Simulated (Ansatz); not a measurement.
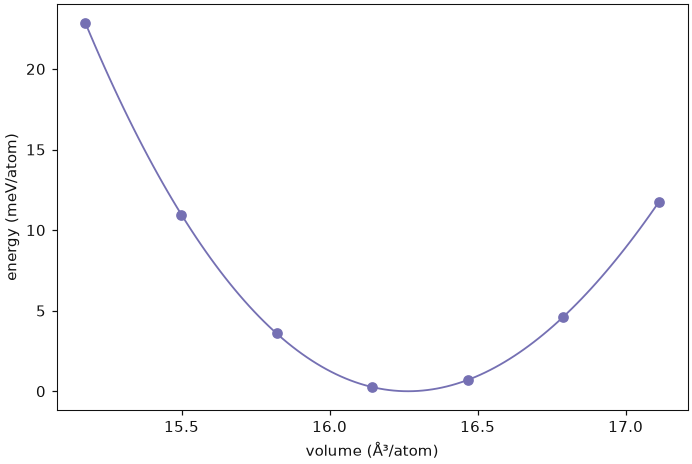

The picture above shows the energy against volume.

Method: plane-wave DFT, no spin polarisation; energies at scaled volumes of the given cell, shape and fractions fixed, counted from the fit's minimum, third-order Birch-Murnaghan fit (Ansatz 0.2.0). Level: r2SCAN.

**For which of these solids was it computed?**
A. AlAu₂, I4/mmm (No. 139)
B. P, R-3m (No. 166)
C. MgS, P6_3mc (No. 186)

B, P: energy from 0.27 meV/atom to 22.87 meV/atom, V0 16.27 Å³/atom, B0 91.4 GPa. The others give: AlAu₂, energy from 0.00 meV/atom to 31.36 meV/atom, V0 16.38 Å³/atom, B0 151 GPa; MgS, energy from 0.00 meV/atom to 17.04 meV/atom, V0 22.68 Å³/atom, B0 59.9 GPa.

For AlAu₂, limits of the calculation: spin-orbit coupling left out, heavy elements; shape and atomic fractions are frozen while scaling, which makes layered, chain and framework solids too stiff.

For MgS, limits of the calculation: shape and atomic fractions are frozen while scaling, which makes layered, chain and framework solids too stiff.

For P, limits of the calculation: shape and atomic fractions are frozen while scaling, which makes layered, chain and framework solids too stiff.
